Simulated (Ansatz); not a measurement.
Consider MgS.

Input

```
crystal:
  lattice:
    - [2.56418243021, 2.56418243021, 0.0]
    - [-2.56418243021, 2.56418243021, 0.0]
    - [0.0, 2.56418243021, 2.56418243021]
  atoms:
    - { symbol: Mg, position: [0.0, 0.0, 0.0] }
    - { symbol: S, position: [0.5, 0.5, 0.0] }
kpoints:
  mp_grid: { grid: [8, 8, 8] }
scf:
  occupations: { method: fixed }
hamiltonian:
  xc: lda
  pseudopotentials: { kind: paw }
relax:
  f_tol: 0.002
  max_steps: 80
  cell: { p_target: -2 }
output:
  forces: true
  stress: true
  write_density: true
  write_potential: true
  elf: true
  volumetric_format: npy
```

Command:

```sh
ansatz run input.yaml --threads 1 --pin off --max-ram 3072MiB --backend cpu --events-out ev --progress --plain --runs-dir out
```

Below, planes, directions and counts refer to the conventional cell (a = 5.17 Å, b = 5.17 Å, c = 5.17 Å, α = 90.00°, β = 90.00°, γ = 90.00°).

The fields are those of the run's last geometry, not of the input's.

Space group Fm-3m.

These are results of Ansatz, DFT, LDA, PAW with Ansatz's default frozen-core files, scalar-relativistic; relaxation of cell and atoms, not measurements.

**What will maps of the valence pseudo-density and electron localisation function show?**

Mg–S (2.59 Å): the density is about 0.28 e/Å³ at the midpoint; the ELF peaks at about 0.90 in the valence shell of S, 0.9 Å from its nucleus, and falls to about 0.05 next to Mg (an ionic contact with no shared pair).

**Does the calculation give a band gap?**

It is gapped, with a Kohn–Sham gap of 2.6 eV on the k-point mesh (the band edges may lie off the mesh, which would make the gap smaller).

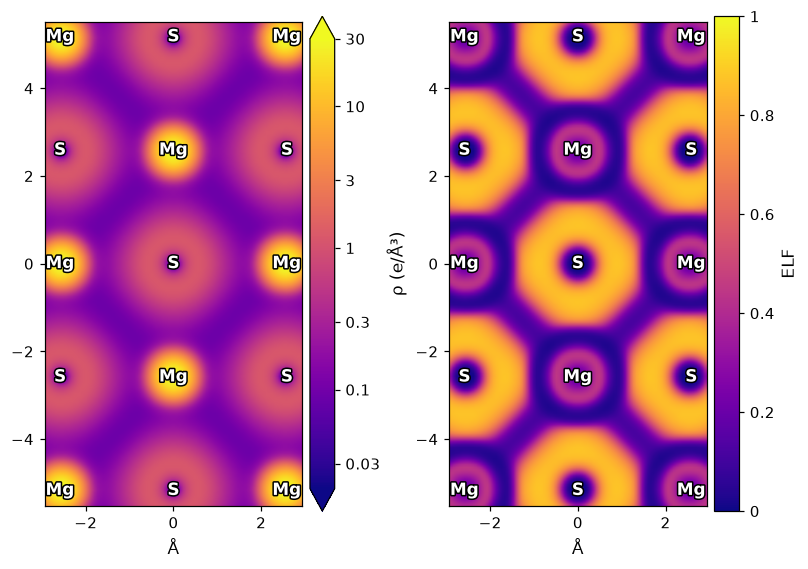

Computed valence pseudo-density and electron localisation function on the (010) plane of the conventional cell, in this order. 

The density is the valence pseudo-density of a PAW calculation; it isn't the true density close to the nuclei.
